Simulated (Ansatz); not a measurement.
# Two runs on B₅N

System: B₅N (6 atoms in the cell).
Method of run 1: DFT PBE, scalar-relativistic, plane waves, PAW, spin-polarised (Ansatz 0.2.0).

The structure was made by a generator, so it may or may not be a known phase. Text and figures count atoms from 1; the logs count them from 0 in places.

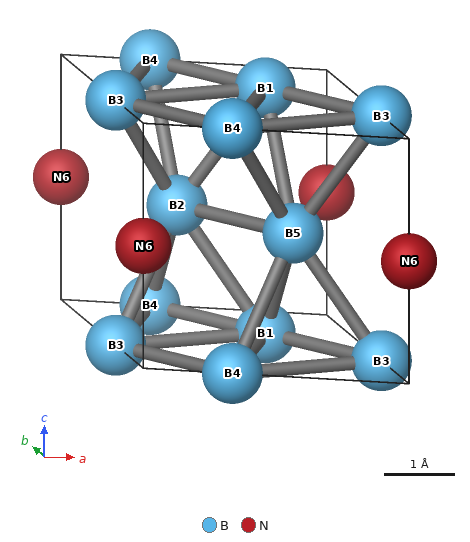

Fig. 1: The structure as given in the input (ball-and-stick view of the cell of the calculation, seen slightly off an axis; atoms are numbered from 1 in the order of the input). An atom can appear more than once, as a periodic image.

Input file, run 1:
```yaml
crystal:
  lattice:
    - [3.92027746, 0.0, 0.0]
    - [-1.96013873, 3.39505987, 0.0]
    - [0.0, 0.0, 3.66360871]
  atoms:
    - { symbol: B, position: [0.66478544, 0.66478544, 0.0] }
    - { symbol: B, position: [0.33333333, 0.66666667, 0.5] }
    - { symbol: B, position: [0.0, 0.33521456, 0.0] }
    - { symbol: B, position: [0.33521456, 0.0, 0.0] }
    - { symbol: B, position: [0.66666667, 0.33333333, 0.5] }
    - { symbol: "N", position: [0.0, 0.0, 0.5], spin: 1.0 }
basis:
  ecutwfc: 420
kpoints:
  mp_grid: { grid: [6, 6, 6] }
hamiltonian:
  xc: pbe
scf:
  occupations: { method: gaussian, width: 0.1 }
  lower_state_search: "off"
output:
  forces: true
  stress: true
  eigenvalues: true
  populations: true
magnetization:
  spin_polarized: true
```

Launched with:
```bash
ansatz run input.yaml --threads 1 --pin off --max-ram 2560MiB --backend cpu --events-out ev --progress --plain --runs-dir out
```

Hardware: 1 thread of Arm Neoverse V1, 24 GiB of memory available, shared host.

Output, shortened to warnings, some set-up lines, iterations and results (run 1):
```
WARN: the starting moments were not kept: the SCF closed with an absolute magnetisation of 1.1e-5 μB, where they sum to 1 μB in size (1 site). That is at most 0.1 of that sum. Measured as dr2_m measures the in/out step, that magnetisation stands 1.2e-11 eV from none, at or under the dr2_threshold of 1.0e-7 eV: it is no larger than a step whose dr2_m would equal this threshold. The system may hold …
Basis set: ecut = 420 eV, 961 PW (Γ), exchange–correlation on 54×54×50 points (8 copies of the dense FFT grid, shifted against one another)
Symmetry: 12 space group operations
k-points: 28 of 216 (time reversal used)
Initial density: superposition of atomic densities (chi_scale 0.1, normalization cell, long waves kept (reshape's long-wave potential 0.05 eV rms))
[...]
SCF iter   1: F=—  HF=-1150.303393 eV  |F-HF|=—  |Δ(HF+E_count)|=         —  Δρ=4.64e-2 (↑4.64e-2 ↓1.39e-2)  dr2=2.31e0  dr2_m=1.98e-1  M=0.261 μB ∫|m|=0.439 μB  β_m=0.30  …
SCF iter   2: F=—  HF=-1150.043180 eV  |F-HF|=—  |Δ(HF+E_count)|=   2.60e-1  Δρ=2.10e-2 (↑2.10e-2 ↓1.75e-2)  dr2=2.73e-1  dr2_m=1.17e-1  M=0.208 μB ∫|m|=0.396 μB  β_m=0.30  …
SCF iter   3: F=—  HF=-1150.026581 eV  |F-HF|=—  |Δ(HF+E_count)|=   1.66e-2  Δρ=1.49e-2 (↑1.46e-2 ↓1.49e-2)  dr2=6.81e-2  dr2_m=7.94e-2  M=0.174 μB ∫|m|=0.338 μB  β_m=0.30  …
SCF iter   4: F=—  HF=-1150.037717 eV  |F-HF|=—  |Δ(HF+E_count)|=   1.11e-2  Δρ=1.16e-2 (↑1.16e-2 ↓1.11e-2)  dr2=4.17e-3  dr2_m=5.64e-2  M=0.146 μB ∫|m|=0.283 μB  β_m=0.30  …
SCF iter   5: F=—  HF=-1150.054989 eV  |F-HF|=—  |Δ(HF+E_count)|=   1.73e-2  Δρ=9.40e-3 (↑9.35e-3 ↓9.40e-3)  dr2=4.33e-4  dr2_m=3.91e-2  M=0.126 μB ∫|m|=0.238 μB  β_m=0.30  …
[... 8 lines ...]
SCF iter  14: F=-1150.094263 eV  HF=-1150.094263 eV  |F-HF|=1.32e-7  |Δ(HF+E_count)|=   4.26e-6  Δρ=1.37e-5 (↑1.37e-5 ↓1.29e-5)  dr2=4.04e-9  dr2_m=7.84e-8  M=-0.001 μB …
SCF iter  15: F=-1150.094263 eV  HF=-1150.094263 eV  |F-HF|=5.57e-9  |Δ(HF+E_count)|=   2.08e-7  Δρ=3.15e-6 (↑2.78e-6 ↓3.15e-6)  dr2=1.21e-9  dr2_m=3.63e-9  M=-0.000 μB …
SCF iter  16: F=-1150.094263 eV  HF=-1150.094263 eV  |F-HF|=7.59e-11  |Δ(HF+E_count)|=   1.08e-8  Δρ=9.90e-7 (↑9.90e-7 ↓8.07e-7)  dr2=7.39e-10  dr2_m=2.46e-10  M=-0.000 μB …
SCF iter  17: F=-1150.094263 eV  HF=-1150.094263 eV  |F-HF|=2.50e-12  |Δ(HF+E_count)|=  4.57e-10  Δρ=2.62e-7 (↑2.31e-7 ↓2.62e-7)  dr2=4.78e-11  dr2_m=1.99e-11  M=-0.000 μB …
SCF 1 converged in 17 iterations: F = -1150.094263 eV  dr2 = 4.78e-11
SCF converged after 17 iterations
Magnetization: -0.0000 μB (10.0000 up, 10.0000 down)
Absolute magnetization: 0.0000 μB (∫|ρ↑−ρ↓|, with the PAW one-centre terms)
Spin contamination: 0.0000 ħ² per cell (⟨S²⟩ above its minimum at these occupations)
Per-site moments (μB) at R_I (Å): [(-1.3789995163166554e-6, 0.927303652614374), (-1.618795494292933e-6, 0.927303652614374), (-1.3789995162989056e-6, 0.927303652614374), (-1.3789995163586052e-6, 0.9273036526143741), (-1.6187954943009362e-6, 0.927303652614374), (-7.420638083265155e-7, …
Free energy (F): -1150.094263 eV
Harris-Foulkes:  -1150.094263 eV  (|F-HF|=2.50e-12)
Internal energy: -1150.082566 eV  (E = F + TS)
E sigma→0 (E₀):  -1150.088415 eV
Entropy (-TS):   -0.011697 eV (-1.949 meV/atom)
Fermi energy:    9.217081 eV
--- Per-component energies (eV) ---
  E_band       = 54.051430
  E_kinetic    = 322.269110
  E_local      = -205.148383  (includes V_loc(G=0)·N_el)
  E_nonlocal   = 108.227619
  E_hartree    = 53.565633
  E_xc         = -207.477478
  E_vxc        = -250.049630  (∫ρ·V_xc dr)
  E_paw        = -516.186786  (= ΣΔE_a)
  E_vpaw       = -28.378689  (= ΣTr[D̂ρ^β])
  E_aug_tail   = 0.000069  (compensation charges beyond the density's cutoff)
  E_ewald      = -705.332350
  E_smearing   = -0.011697  (= −TS)
  E_closure    = -0.000000  (closes the sum)
  Σ components = -1150.094263   (vs F -1150.094263, Δ=0.00e0)
--- Forces (eV/Å), atoms counted from 1 ---
  atom   1  B     -0.42749672    -0.74044604     0.00000000
  atom   2  B      0.00000000    -0.00000000     0.00000000
  atom   3  B     -0.42749672     0.74044604     0.00000000
  atom   4  B      0.85499344    -0.00000000     0.00000000
  atom   5  B      0.00000000     0.00000000     0.00000000
  atom   6  N     -0.00000000     0.00000000     0.00000000
  max |Σ_I F_I| component: 7.40e-17 eV/Å
--- Stress (GPa, compression-positive) ---
      -34.700616      -0.000000       0.000000
        0.000000     -34.700616       0.000000
        0.000000       0.000000     -36.377145
  P = ⅓ Tr σ = -35.2595 GPa (-352.595 kbar)
--- Löwdin populations: 6 sites ---
  site symbol       q [e]    m [muB]
     0      B      2.9260    -0.0000
     1      B      2.9240    -0.0000
     2      B      2.9260    -0.0000
     3      B      2.9260    -0.0000
     4      B      2.9240    -0.0000
     5      N      5.2579    -0.0000
  spilling = 0.005812 (of n_electrons = 20.000000)
```

The input of run 2 differs as follows (lines with − go, lines with + come):
```diff
-    - { symbol: "N", position: [0.0, 0.0, 0.5], spin: 1.0 }
+    - { symbol: "N", position: [0.0, 0.0, 0.5] }
-  populations: true
-magnetization:
-  spin_polarized: true
```

What does this change do to the results?

The energy is the same within 0.01 meV per atom. The SCF takes 6 iterations against 17. On the same kind of shared host run 2 took about 0.2 times as long. The two runs start from different initial densities, which also moves the count.

Output, shortened to warnings, some set-up lines, iterations and results (run 2):
```
Basis set: ecut = 420 eV, 961 PW (Γ), exchange–correlation on 54×54×50 points (8 copies of the dense FFT grid, shifted against one another)
Symmetry: 12 space group operations
k-points: 28 of 216 (time reversal used)
Initial density: superposition of atomic densities (neutral atoms: chi_scale 0, normalization atom), corrected by the library's trained network
[...]
SCF iter   1: F=—  HF=-1150.103755 eV  |F-HF|=—  |Δ(HF+E_count)|=         —  Δρ=9.20e-3  dr2=5.01e-2  ethr=1.77e-3  ⟨swp⟩=4.2  Hψ=2013  notcnv=0
SCF iter   2: F=—  HF=-1150.098823 eV  |F-HF|=—  |Δ(HF+E_count)|=   4.93e-3  Δρ=6.21e-3  dr2=2.66e-2  ethr=2.51e-4  ⟨swp⟩=1.0  Hψ=672  notcnv=0
SCF iter   3: F=—  HF=-1150.094223 eV  |F-HF|=—  |Δ(HF+E_count)|=   4.60e-3  Δρ=4.98e-4  dr2=1.16e-4  ethr=1.33e-4  ⟨swp⟩=2.1  Hψ=582  notcnv=0
SCF iter   4: F=—  HF=-1150.094219 eV  |F-HF|=—  |Δ(HF+E_count)|=   3.41e-6  Δρ=1.77e-4  dr2=2.38e-5  ethr=5.82e-7  ⟨swp⟩=2.1  Hψ=649  notcnv=0
SCF iter   5: F=—  HF=-1150.094263 eV  |F-HF|=—  |Δ(HF+E_count)|=   4.34e-5  Δρ=4.19e-5  dr2=4.85e-7  ethr=1.19e-7  ⟨swp⟩=2.0  Hψ=617  notcnv=0
SCF iter   6: F=-1150.094263 eV  HF=-1150.094263 eV  |F-HF|=1.07e-8  |Δ(HF+E_count)|=   1.59e-7  Δρ=8.96e-6  dr2=1.50e-8  ethr=5.00e-10  ⟨swp⟩=6.2  Hψ=1690  notcnv=0
SCF 1 converged in 6 iterations: F = -1150.094263 eV  dr2 = 1.50e-8
SCF converged after 6 iterations
Free energy (F): -1150.094263 eV
Harris-Foulkes:  -1150.094263 eV  (|F-HF|=1.07e-8)
Internal energy: -1150.082566 eV  (E = F + TS)
E sigma→0 (E₀):  -1150.088414 eV
Entropy (-TS):   -0.011697 eV (-1.949 meV/atom)
Fermi energy:    9.217091 eV
--- Per-component energies (eV) ---
  E_band       = 54.051599
  E_kinetic    = 322.268950
  E_local      = -205.147705  (includes V_loc(G=0)·N_el)
  E_nonlocal   = 108.227496
  E_hartree    = 53.565159
  E_xc         = -207.477461
  E_vxc        = -250.049610  (∫ρ·V_xc dr)
  E_paw        = -516.186724  (= ΣΔE_a)
  E_vpaw       = -28.378594  (= ΣTr[D̂ρ^β])
  E_aug_tail   = 0.000069  (compensation charges beyond the density's cutoff)
  E_ewald      = -705.332350
  E_smearing   = -0.011697  (= −TS)
  E_closure    = -0.000000  (closes the sum)
  Σ components = -1150.094263   (vs F -1150.094263, Δ=0.00e0)
--- Forces (eV/Å), atoms counted from 1 ---
  atom   1  B     -0.42749857    -0.74044925     0.00000000
  atom   2  B     -0.00000000    -0.00000000     0.00000000
  atom   3  B     -0.42749857     0.74044925     0.00000000
  atom   4  B      0.85499715     0.00000000     0.00000000
  atom   5  B     -0.00000000     0.00000000     0.00000000
  atom   6  N     -0.00000000     0.00000000     0.00000000
  max |Σ_I F_I| component: 5.92e-16 eV/Å
--- Stress (GPa, compression-positive) ---
      -34.700655      -0.000000       0.000000
        0.000000     -34.700655       0.000000
        0.000000       0.000000     -36.377297
  P = ⅓ Tr σ = -35.2595 GPa (-352.595 kbar)
```

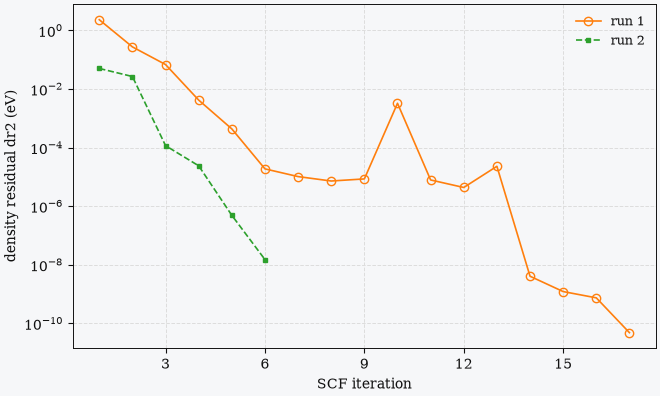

Fig. 2: Convergence of the two runs: density residual dr2 against the SCF iteration. Run 1 takes 17 iterations in all, and run 2 takes 6.

The two runs side by side:

| quantity | run 1 | run 2 |
| --- | --- | --- |
| outcome | converged | converged |
| free energy per atom (eV) | −191.6824 | −191.6824 |
| energy per atom, smearing taken to zero (eV) | −191.6814 | −191.6814 |
| gap on the mesh (eV) | 0.00 | 0.00 |
| net moment of the cell (μB) | 0.00 | – |
| absolute moment of the cell (μB) | 0.00 | – |
| pressure (GPa) | −35.26 | −35.26 |
| largest force (eV/Å) | 0.855 | 0.855 |
| SCF iterations | 17 | 6 |
| irreducible k-points | 28 | 28 |
| plane waves at Γ | 961 | 961 |
| wall time (shared host) | 11 s | 2.2 s |

For both runs: The cell is under a tension of 35 GPa at this level, so it is not at its equilibrium volume. For run 1: Warnings: some starting moments were not kept.
